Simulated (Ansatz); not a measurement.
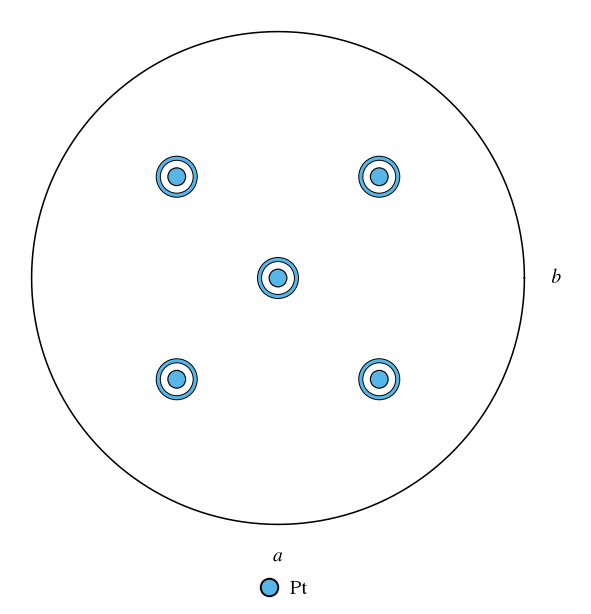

For Pt, the end point of a relaxation with DFT PBEsol, scalar-relativistic, plane waves, PAW (Ansatz 0.2.0); the starting structure was generated, so it need not be a known form of this composition: directions from one platinum atom at (0, 0, 1/2) to its bonded neighbours, in stereographic projection down c (filled: above the plane of the page or in it, open: below). Geometry calculated from the standardised cell; symmetry tolerance 0.002 Å.

Neighbours are counted up to 3.03 Å for Pt.

```yaml
crystal:
  lattice:
    - [3.35403, 0.00000, 0.00000]
    - [0.00000, 3.35403, 0.00000]
    - [0.00000, 0.00000, 2.70234]
  atoms:
    - { symbol: Pt, position: [0.00000, 0.00000, 0.50000] }
    - { symbol: Pt, position: [0.50000, 0.50000, 0.00000] }
```

How many neighbours are there, and at what angles?

10: 2 Pt at 2.70 Å, 8 Pt at 2.73 Å. Angles between bonds: 59° (4×), 60° (8×), 76° (8×), 104° (8×), 120° (8×), 121° (4×), 180° (5×).

What is the site's symmetry in the crystal?

Point group 4/mmm (D4h), order 16: one fourfold axis, four twofold axes, five mirror planes, an inversion centre. In I4/mmm, No. 139 this is Wyckoff position 2b.
